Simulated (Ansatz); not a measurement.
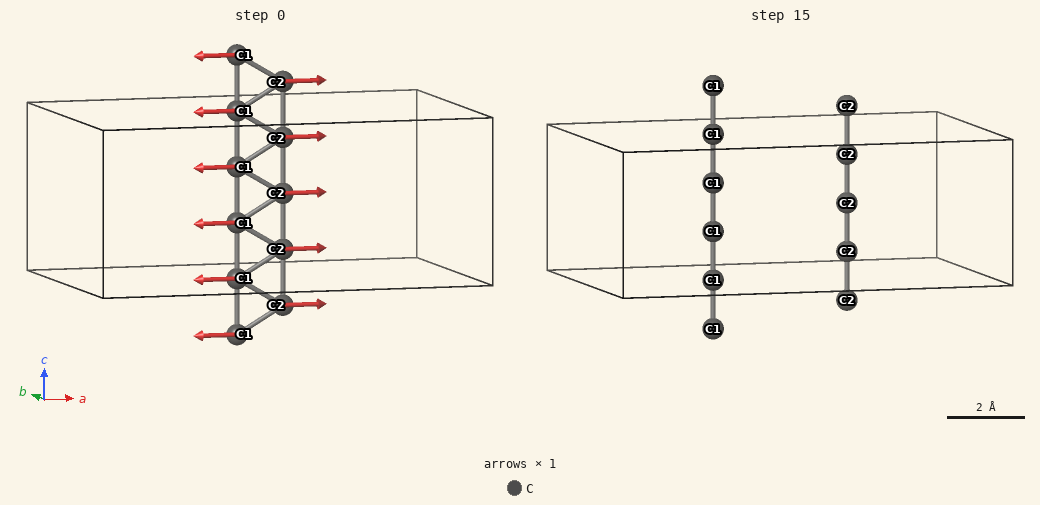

The structure of a wire of composition C before (left) and after (right) a relaxation, at one scale. The red arrows give the displacements (the part carried along by the change of the cell is left out), at their true length.

The picture is a ball-and-stick view of the 3 repeat of the cell, with the vacuum cut short, seen slightly off an axis.

Case: strip chain of atoms.

Method: DFT PBE, scalar-relativistic, plane waves, PAW (Ansatz 0.2.0). (plane-wave cutoff 420 eV; k-point mesh 1 × 1 × 43; occupations gaussian; smearing width 0.05 eV; collinear spin; cell relaxed at fixed a, b, alpha, beta, gamma; force threshold 0.01 eV/Å; at most 45 steps)

Describe what moved and what it gained.

The largest moves relative to the layer's centre, 1.20 Å, are those of C1 and C2. Along the periodic axis the drawn cell goes c 4.426 → 3.848 Å (−13.1 %). Near-neighbour distances that change, for instance: C1–C2 1.454 → 3.714 Å, C1–C1 1.475 → 1.283 Å. Bonds break: C1–C2 (1.45 → 3.71 Å). The energy falls by 4.503 eV per cell of the calculation in 13 accepted moves (15 points after the start). Largest force component: 7.9 eV/Å at the start, under 0.0001 eV/Å at the end. The SCF was repeated twice at an unchanged geometry on a basis and grid sized afresh for the cell, which shifted the energy by 3.0 meV per cell of the calculation at most. The program noted that the starting moments weren't kept. The run may lie on a higher electronic state than the lowest, so the end point isn't shown to be the ground-state structure. Cost: 23 s on 2 threads of Intel(R) Xeon(R) 6975P-C (Granite Rapids), on a shared host, peak memory 0.45 GiB.

Limits of the set-up: the k-point mesh is coarse for a cell with partly filled bands.
